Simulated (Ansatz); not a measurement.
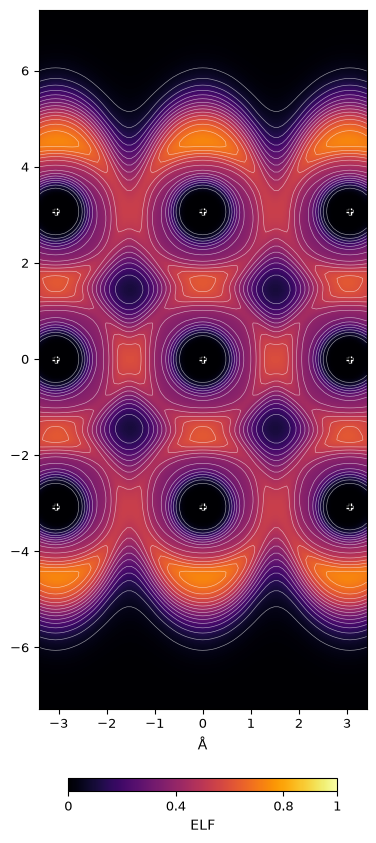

The ELF on a plane through atoms (crosses mark nuclei in the plane).

These are results of DFT PBE+D3(BJ), scalar-relativistic, plane waves, PAW in Ansatz, not measurements.

Candidates:
A. Sb (slab), a = 6.12 Å, b = 6.12 Å, c = 22.12 Å, α = 90.00°, β = 90.00°, γ = 90.00°. 
B. Mg2Si, a = 6.27 Å, b = 6.27 Å, c = 6.27 Å, α = 90.00°, β = 90.00°, γ = 90.00°. Space group Fm-3m.

Which system is this?

Answer. Candidate A: Sb on the (010) plane of the calculation cell, a cut from vacuum to vacuum, which holds Sb. Sb–Sb (3.06 Å): the ELF reaches about 0.55 near the midpoint.
